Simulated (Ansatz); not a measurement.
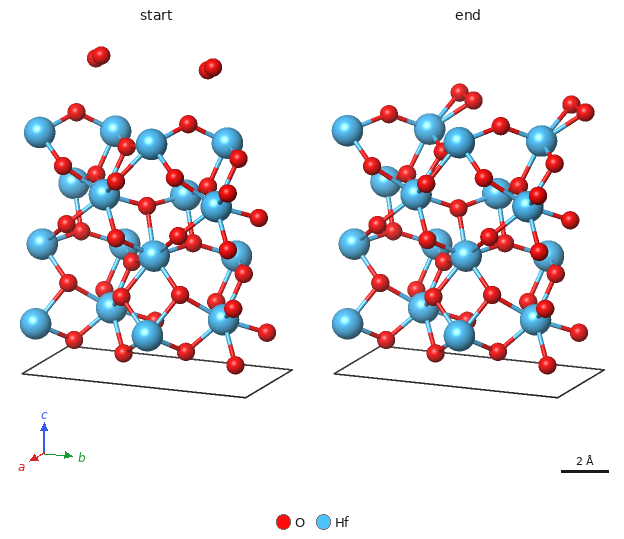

The structure of a slab of composition Hf4O9 (cut from the P2_1/c phase) before (left) and after (right) a constrained relaxation, at one scale.

A ball-and-stick model of the 1 × 2 repeat of the cell, outlined in the plane, without the vacuum (origin shifted), seen slightly off an axis.

Case: 1 O2 a cell, tilted, over a bridge O-Hf site. The slab is the (0 0 1) face of HfO2 with O2 on it. 12 atoms are held fixed.

Theory: Ansatz 0.2.0, DFT PBE+D3(BJ), scalar-relativistic, plane waves, PAW. Settings: plane-wave cutoff 420 eV; k-point mesh 3 × 3 × 1; occupations gaussian; smearing width 0.05 eV; collinear spin; dipole correction; atoms relaxed in a fixed cell; force threshold 0.04 eV/Å; at most 100 steps.

Question: What changed between the two?

Answer: After 31 geometry steps the energy has fallen by 5.581 eV per cell of the calculation. The largest force component goes from 0.64 to 0.024 eV/Å. An O atom moves most: 3.65 Å at 51° to the normal (−c side). Largest moves by element: O 3.65 Å, Hf 0.21 Å. The cell stays as it was. Near-neighbour distances that change, for instance: Hf–O 5.953 → 2.182 Å, Hf–O 5.482 → 2.211 Å, Hf–O 3.982 → 2.292 Å, Hf–O 3.393 → 2.199 Å. New bonds form, among them: Hf–O (3.39 → 2.20 Å), Hf–O (3.98 → 2.29 Å), Hf–O (5.48 → 2.21 Å), Hf–O (5.95 → 2.18 Å). Bond angles that change, for instance: O–Hf–O 130.8° → 117.1°, Hf–O–Hf 129.1° → 141.3°, Hf–O–Hf 110.5° → 98.5°. The program noted that the starting moments weren't kept. The run may lie on a higher electronic state than the lowest, so the end point isn't shown to be the ground-state structure. Cost: 35 min on 8 threads of Arm Neoverse V1 (shared host), peak memory 5.5 GiB.

Limits of the set-up: the periodic images lie only 5.1 Å apart, so the values are limited by the cell's size.
